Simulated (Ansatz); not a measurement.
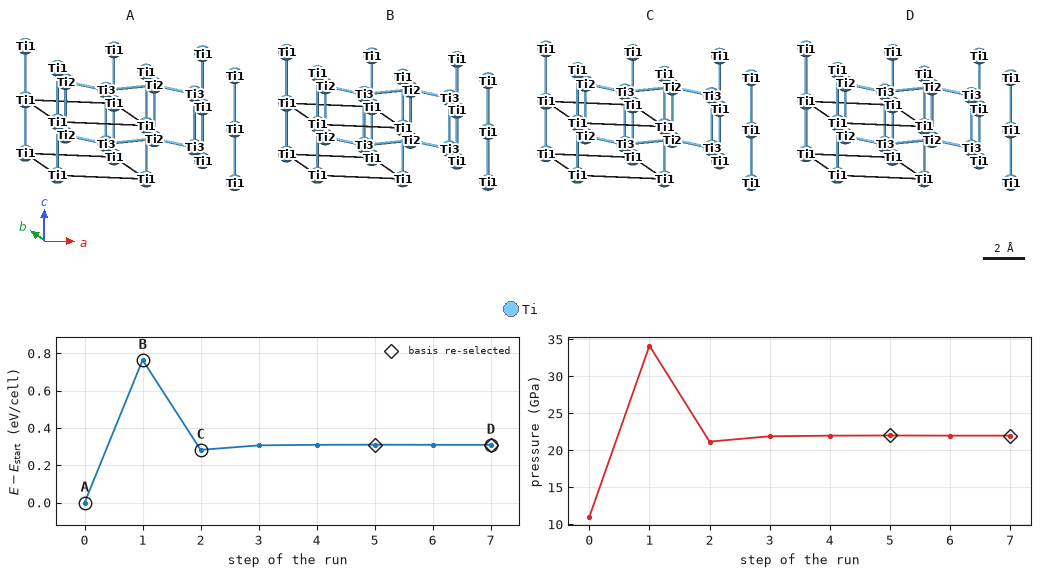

Frames of a relaxation of crystalline Ti (set up in P6/mmm), marked on the history of the run. Style: ball-and-stick. Shown: the cell of the calculation, repeated 2 × 1 × 2 with one cell outlined, slightly off an axis.

Case: relaxed at 22 GPa.

Method: DFT PBE, scalar-relativistic, plane waves, PAW in Ansatz.

Input file:
```yaml
crystal:
  lattice:
    - [4.4548477787, 0.0, 0.0]
    - [-2.2274238893, 3.8580113464, 0.0]
    - [0.0, 0.0, 2.7558768819]
  atoms:
    - { symbol: Ti, position: [0.0, 0.0, 0.0] }
    - { symbol: Ti, position: [0.3333333333, 0.6666666667, 0.5] }
    - { symbol: Ti, position: [0.6666666667, 0.3333333333, 0.5] }
basis:
  ecutwfc: 420
kpoints:
  mp_grid: { grid: [12, 12, 14] }
hamiltonian:
  xc: pbe
scf:
  occupations: { method: fermi_dirac, width: 0.15 }
output:
  forces: true
  stress: true
  eigenvalues: true
relax:
  adjacent_minimum: "off"
  f_tol: 0.001
  max_steps: 60
  cell: { stress_tol: 0.02, p_target: 22.0 }
```

Launched with:
```bash
ansatz run input.yaml --threads 1 --pin off --max-ram 3072MiB --backend cpu --events-out ev --progress --plain --runs-dir out
```

Q: Describe the path.

A: The atoms keep their places relative to the cell (all moves are under 0.005 Å). Cell: a = b 4.455 → 4.353 Å (−2.3 %), c 2.756 → 2.701 Å (−2.0 %). Volume −6.5 %. Near-neighbour distances that change, for instance: Ti1–Ti2 2.918 → 2.853 Å, Ti2–Ti3 2.572 → 2.513 Å, Ti1–Ti1 2.756 → 2.701 Å. The space group stays P6/mmm (No. 191). The energy rises by 0.310 eV per cell of the calculation in 5 accepted moves (7 points after the start). With the target pressure of 22 GPa, the enthalpy E + pV changes by −0.110 eV per cell of the calculation. All forces vanish by symmetry, so only the cell relaxes. The pressure goes from 11.01 to 22.00 GPa. At 2 points the geometry stayed and the basis and grid were re-selected for the new cell (energy shift of 0.6 meV per cell of the calculation at most each time). The run took 36 s on 1 thread of Intel(R) Xeon(R) 6975P-C (Granite Rapids) (shared host), peak memory 0.48 GiB. From step 0 to 1: volume −11.9 %, energy +0.765 eV per cell of the calculation. From step 1 to 2: volume +6.7 %, energy −0.482 eV per cell of the calculation. From step 2 to 7: volume −0.4 %, energy +27.1 meV per cell of the calculation.
